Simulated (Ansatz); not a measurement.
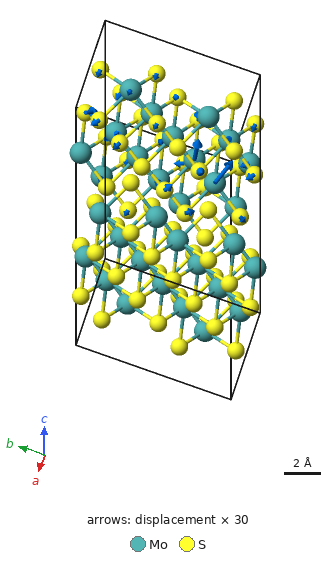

A relaxation of a defect cell of composition Mo24S47 (cell charge −1). The starting structure is drawn; blue arrows show the displacements, magnified 30 times.

A ball-and-stick model of the cell of the calculation, reduced to other axes, seen from a free direction. Lengths and directions refer to the drawn axes.

Case: S vacancy (site f), charge -1, atoms relaxed at the host's cell.

All numbers below come from Ansatz, DFT PBE, scalar-relativistic, plane waves, PAW. (plane-wave cutoff 420 eV; k-point mesh 2 × 2 × 2; occupations gaussian; smearing width 0.01 eV; collinear spin; atoms relaxed in a fixed cell; force threshold 0.025 eV/Å; at most 45 steps)

Describe the change and its energy.

A Mo atom moves most: 0.062 Å along [−1 −2 2]. Largest moves by element: Mo 0.062 Å, S 0.035 Å. The cell stays as it was. Near-neighbour distances that change, for instance: Mo–S 2.376 → 2.414 Å, Mo–S 2.419 → 2.383 Å, Mo–S 2.400 → 2.377 Å, Mo–Mo 3.091 → 3.074 Å. Bond angles that change, for instance: Mo–S–Mo 81.2° → 84.0°, S–Mo–S 136.3° → 134.0°, S–Mo–S 82.5° → 84.6°. Over 4 geometry steps the energy falls by 62.1 meV per cell of the calculation. The largest force component goes from 0.98 to 0.0061 eV/Å.

Limits of the set-up: the cell is charged, on a uniform background, and energies carry no finite-size correction.
